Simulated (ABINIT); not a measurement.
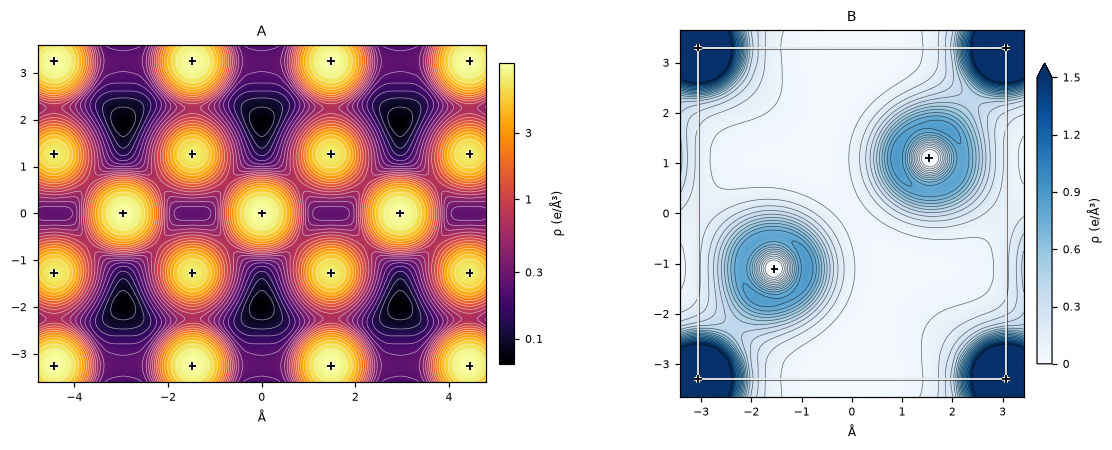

The valence charge density (pseudo) of 2 systems, each on a plane through atoms (crosses mark nuclei in the plane).

All numbers below come from Kohn-Sham DFT of a periodic cell, PBEsol, JTH PAW PBE v2.0 in ABINIT 10.8.3.

System 1: TiO2, the (110) plane of the conventional cell. Space group P4₂/mnm; a structure from a database of computed crystals, not necessarily the ambient phase; computed pressure about −2 GPa in this cell.

```
Ti O
1.0
     4.59984    0.00000    0.00000
     0.00000    4.59984    0.00000
     0.00000    0.00000    2.95921
Ti O
2 4
Direct
  0.00000 0.00000 0.50000
  0.50000 0.50000 0.00000
  0.30432 0.30432 0.50000
  0.19568 0.80432 0.00000
  0.80432 0.19568 0.00000
  0.69568 0.69568 0.50000
```

System 2: SnSe2, the (110) plane of the conventional cell. Space group P-3m1; not relaxed (largest force 0.6 eV/Å); computed pressure about 2 GPa in this cell.

```
Sn Se
1.0
     3.81100    0.00000    0.00000
    -1.90550    3.30042    0.00000
     0.00000    0.00000    6.13600
Sn Se
1 2
Direct
  0.00000 0.00000 0.00000
  0.66667 0.33333 0.75100
  0.33333 0.66667 0.24900
```

Which map belongs to which system?

Answer. Panel A is system 1, TiO2: the plane holds Ti and O. Ti–O (1.95 Å): ρ at the midpoint is about 0.74 e/Å³. Panel B is system 2, SnSe2: the plane holds Sn and Se. Sn–Se (2.68 Å): ρ is about 0.41 e/Å³ halfway.
